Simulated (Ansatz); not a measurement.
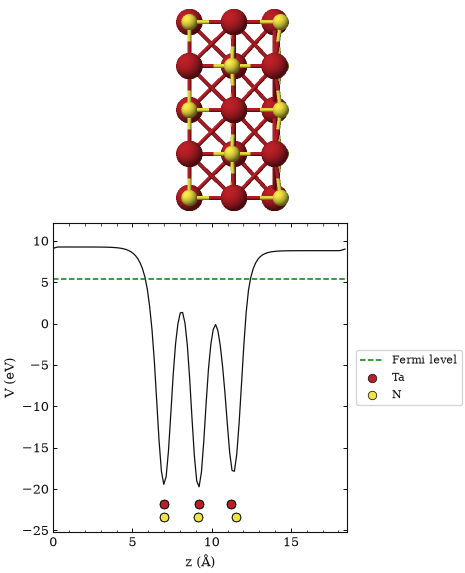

Plane-averaged electrostatic potential energy of an electron across the slab; circles at the bottom mark the heights of the atoms (positions after relaxation). The structure is drawn too.

Structure: TaN (slab), 36 atoms in the cell; a = 13.13 Å, b = 4.38 Å, c = 18.56 Å, α = 90.00°, β = 90.00°, γ = 90.00°.

Method: DFT PBEsol, scalar-relativistic, plane waves, PAW, no spin polarisation, 3×8×1 k mesh, 420 eV cutoff (Ansatz 0.2.0).

Q: What is the work function?

A: The work function is 3.47 eV at the right face and 3.91 eV at the left.

Q: How thick are slab and vacuum?

A: The outermost atoms are 4.6 Å apart, which leaves 14.0 Å of vacuum in a cell 18.6 Å high.

Spin-orbit coupling is left out, which matters for Ta.
